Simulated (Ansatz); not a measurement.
A series of calculations on NiSb

### Relaxation

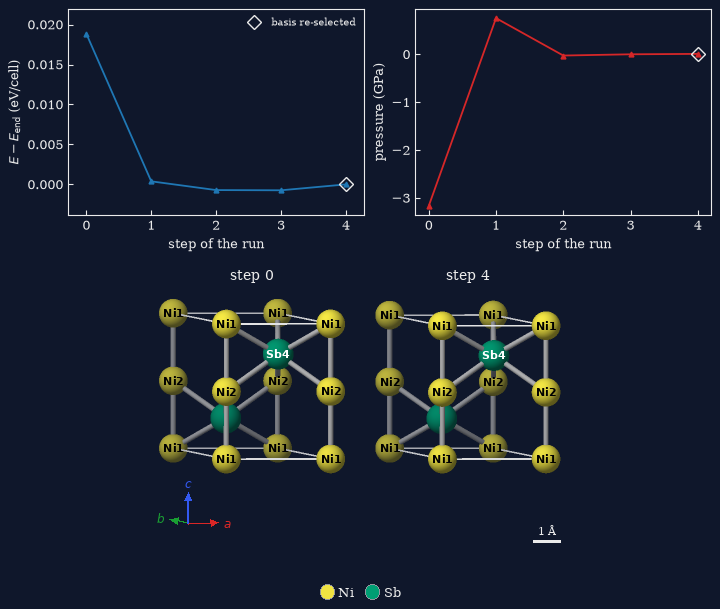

First and last geometry of a relaxation of solid NiSb (set up in P6_3/mmc), with the history of the run. The picture is a ball-and-stick view of the cell of the calculation, seen from a free direction.

These are results of Ansatz, DFT PBEsol, scalar-relativistic, plane waves, PAW, not measurements.

Input file:
```yaml
crystal:
  lattice:
    - [3.9399999606, 0.0, 0.0]
    - [-1.9699999803, 3.4121400568, 0.0]
    - [0.0, 0.0, 5.14]
  atoms:
    - { symbol: Ni, position: [0.0, 0.0, 0.0] }
    - { symbol: Ni, position: [0.0, 0.0, 0.5] }
    - { symbol: Sb, position: [0.3333333333, 0.6666666667, 0.25] }
    - { symbol: Sb, position: [0.6666666667, 0.3333333333, 0.75] }
basis:
  ecutwfc: 420
kpoints:
  mp_grid: { grid: [12, 12, 8] }
hamiltonian:
  xc: pbesol
scf:
  occupations: { method: gaussian, width: 0.1 }
output:
  forces: true
  stress: true
  eigenvalues: true
relax:
  adjacent_minimum: "off"
  f_tol: 0.005
  max_steps: 80
  cell: { stress_tol: 0.05 }
```

Command:
```bash
ansatz run input.yaml --threads 1 --pin off --max-ram 2560MiB --backend cpu --events-out ev --progress --plain --runs-dir out
```

> Did the run converge, and what did it change?

It converged. After 3 accepted moves (4 points after the start) the energy has fallen by 18.8 meV per cell of the calculation. All forces vanish by symmetry, so only the cell relaxes. Pressure: −3.17 GPa at the start and 0.01 GPa at the end. The SCF was repeated once at an unchanged geometry on a basis and grid sized afresh for the cell, which shifted the energy by 0.7 meV per cell of the calculation at most. The atoms keep their places relative to the cell (all moves are under 0.005 Å). Cell: a = b 3.940 → 3.916 Å (−0.6 %), c 5.140 → 5.070 Å (−1.4 %). Volume −2.6 %. Some distances before and after: Ni1–Ni2 2.570 → 2.535 Å, Ni1–Sb3 2.613 → 2.592 Å. The space group stays P6_3/mmc (No. 194).

Limits of the set-up: an element that often carries a moment was run without spin polarisation.

### A change

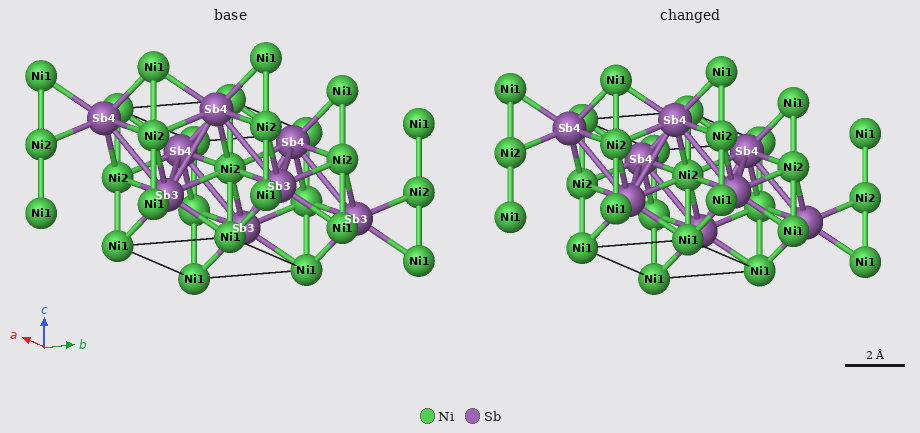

Left: crystalline NiSb (set up in P6_3/mmc). Right: the same structure after one change, at the same scale. A ball-and-stick model of the cell of the calculation, repeated 2 × 2 × 1 with one cell outlined, seen from a free direction.

These are results of DFT PBEsol, scalar-relativistic, plane waves, PAW in Ansatz, not measurements. (plane-wave cutoff 420 eV; occupations gaussian; smearing width 0.1 eV; no spin polarisation) The k-mesh is chosen for each cell (12×12×8, 12×12×10).

The crystal is put under a hydrostatic pressure of 40 GPa. Cell and atoms are relaxed at that pressure.

Question: How do the computed properties respond?

Answer: Cell: a = b 3.916 → 3.678 Å (−6.1 %), c 5.070 → 4.743 Å (−6.5 %). Volume −17.5 %. No atom moves by more than 0.005 Å relative to the cell. Near-neighbour distances before and after: Sb–Sb 3.397 → 3.183 Å, Ni–Ni 2.535 → 2.371 Å, Ni–Sb 2.592 → 2.432 Å. The space group stays P6_3/mmc (No. 194). It costs 304 meV per atom. (The two runs use different k-meshes.) Pressure: 0.0 GPa before, 40.0 GPa after.

Limits of the set-up: an element that often carries a moment was run without spin polarisation.

### Series

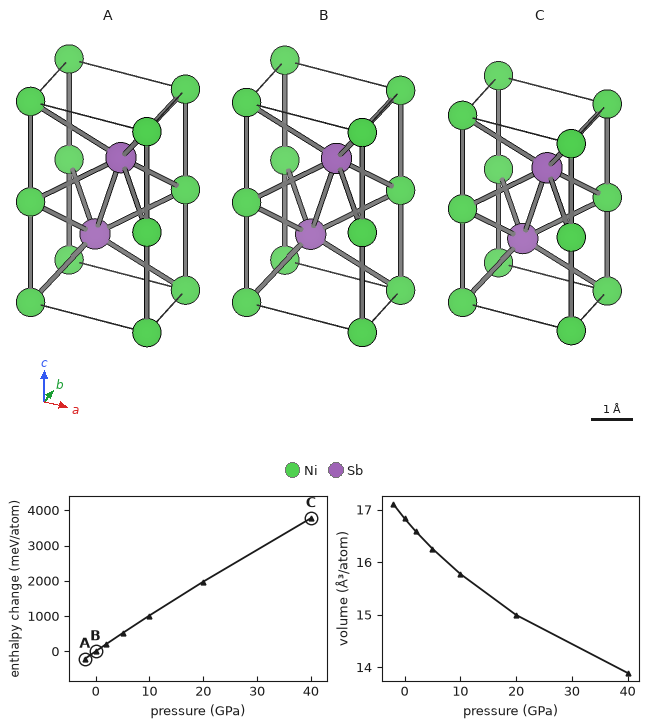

Members of a series of calculations on solid NiSb (set up in P6_3/mmc), marked on the first curve. The picture is a ball-and-stick view of the cell of the calculation, seen slightly off an axis.

Computed with DFT PBEsol, scalar-relativistic, plane waves, PAW in Ansatz 0.2.0. Set-up: plane-wave cutoff 420 eV; occupations gaussian; smearing width 0.1 eV; no spin polarisation. The k-mesh is chosen for each cell (12×12×8, 12×12×10).

### Describe the series.

The structure is relaxed at several pressures. A (pressure −2.0 GPa): enthalpy change −212 meV/atom, volume 17.10 Å³ per atom. B (pressure 0.0 GPa): enthalpy change 0.0 meV/atom, volume 16.83 Å³ per atom. C (pressure 40.0 GPa): enthalpy change 3773 meV/atom, volume 13.89 Å³ per atom. The rest compares A with C. Cell: a = b 3.937 → 3.678 Å (−6.6 %), c 5.097 → 4.743 Å (−7.0 %). Volume −18.8 %. Near-neighbour distances before and after: Sb–Sb 3.415 → 3.183 Å, Ni–Ni 2.549 → 2.371 Å, Ni–Sb 2.606 → 2.432 Å.

Limits of the set-up: an element that often carries a moment was run without spin polarisation.
